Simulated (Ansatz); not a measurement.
# WS2: what the fields show

Input

```
crystal:
  lattice:
    - [3.1832085602, 0.0, 0.0]
    - [-1.5916042801, 2.7567394786, 0.0]
    - [0.0, 0.0, 23.66876325]
  atoms:
    - { symbol: W, position: [0.33333333, 0.66666667, 0.63731754] }
    - { symbol: W, position: [0.66666667, 0.33333333, 0.36268246] }
    - { symbol: S, position: [0.33333333, 0.66666667, 0.29681611] }
    - { symbol: S, position: [0.66666667, 0.33333333, 0.57144183] }
    - { symbol: S, position: [0.33333333, 0.66666667, 0.42855817] }
    - { symbol: S, position: [0.66666667, 0.33333333, 0.70318389] }
basis:
  ecutwfc: 420
kpoints:
  mp_grid: { grid: [12, 12, 2] }
hamiltonian:
  xc: pbe
scf:
  occupations: { method: gaussian, width: 0.02 }
output:
  forces: true
  stress: true
  eigenvalues: true
  write_density: true
  write_potential: true
  elf: true
  volumetric_format: npy
relax:
  adjacent_minimum: "off"
  f_tol: 0.005
  max_steps: 80
  cell: { stress_tol: 0.05 }
```

Launched as:

```sh
ansatz run input.yaml --threads 1 --pin off --max-ram 2560MiB --backend cpu --events-out ev --progress --plain --runs-dir out
```

Below, planes, directions and counts refer to the conventional cell (a = 3.19 Å, b = 3.19 Å, c = 24.17 Å, α = 90.00°, β = 90.00°, γ = 120.00°).

The fields are those of the run's last geometry, not of the input's.

Space group P-3m1; a structure from a database of computed crystals, not necessarily the ambient phase.

Level of theory: Ansatz, DFT PBE, scalar-relativistic, plane waves, PAW.

In a PAW calculation such maps are meaningful between the atoms, not at the nuclei.

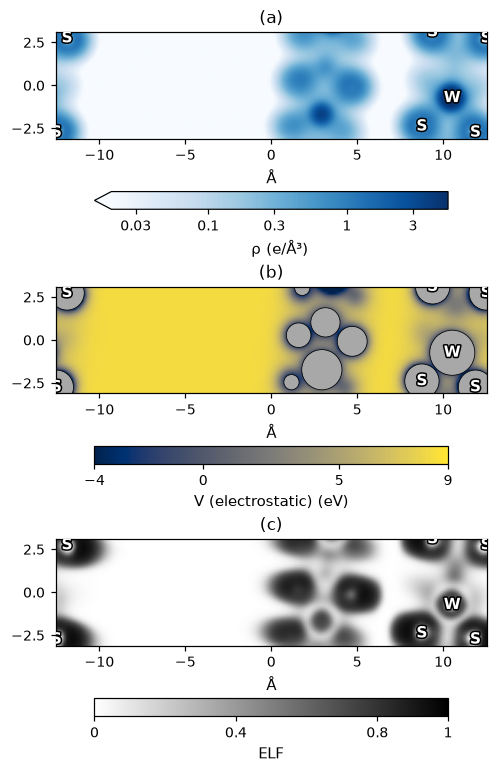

Figure 1. (a) valence pseudo-density; (b) electrostatic potential energy of an electron; (c) ELF on the (111) plane of the conventional cell. Grey discs cover the atomic cores in the potential map.

What does the map show?

The section cuts through W and S sites. Atoms just off the plane (W, 0.6 Å away and S, 0.5 Å away) can leave unmarked features too. W–S (2.42 Å): ρ at the midpoint is about 0.62 e/Å³; the ELF peaks at about 0.85 in the valence shell of S, 0.8 Å from its nucleus, and is about 0.50 at the midpoint. The density dies away to nearly zero in the voids. The features right at W lie inside the PAW spheres, where the map follows smoothed inner orbitals and isn't to be read closely. Outside the cores the potential energy rises away from the atoms and is highest about 2.6 Å from the nearest atoms; its zero is arbitrary.

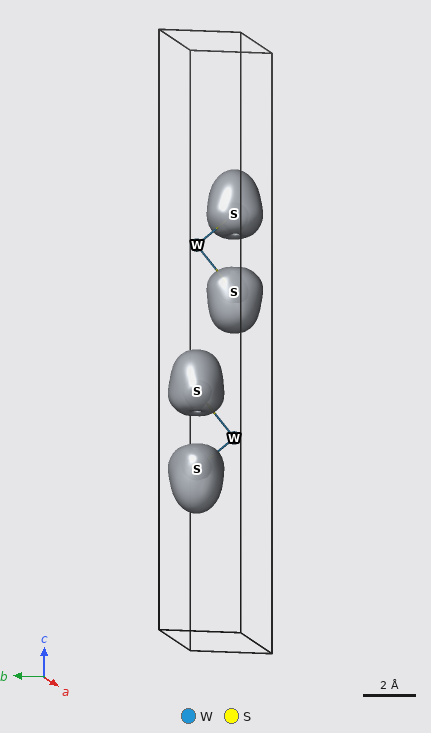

Figure 2. Isosurface of the electron localisation function at 0.7 (grey), seen at an oblique angle. Core shells and regions of very low density are left out. Sticks mark near contacts.

Describe the localisation domains.

At this value the surface marks out four regions wrapped around S (the valence shell of each), counted in one cell of 6 atoms. Regions shared between cells count once.

Does the calculation make it a metal, or give it a gap?

It is gapped, with a Kohn–Sham gap of 1.7 eV on the k-point mesh (the band edges may lie off the mesh, which would make the gap smaller).
